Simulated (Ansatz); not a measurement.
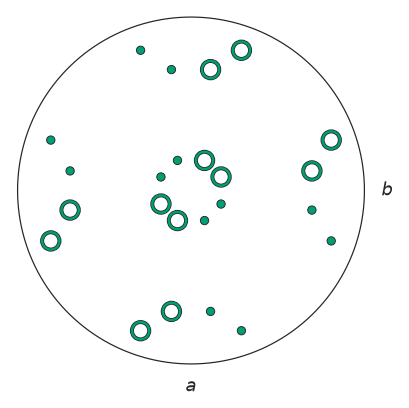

Stereographic projection: filled dots lie in the upper hemisphere, open rings in the lower. The c axis points at the viewer. The poles are all faces of one general form. Computed from the symmetry operations of a computed or model structure of composition InP.

> Name the crystal class.

-43m (Td), order 24, cubic system: three −4 axes, four threefold axes, six mirror planes.

> Which physical properties does it allow?

It is not centrosymmetric; not polar, but piezoelectricity is allowed; it is not chiral.
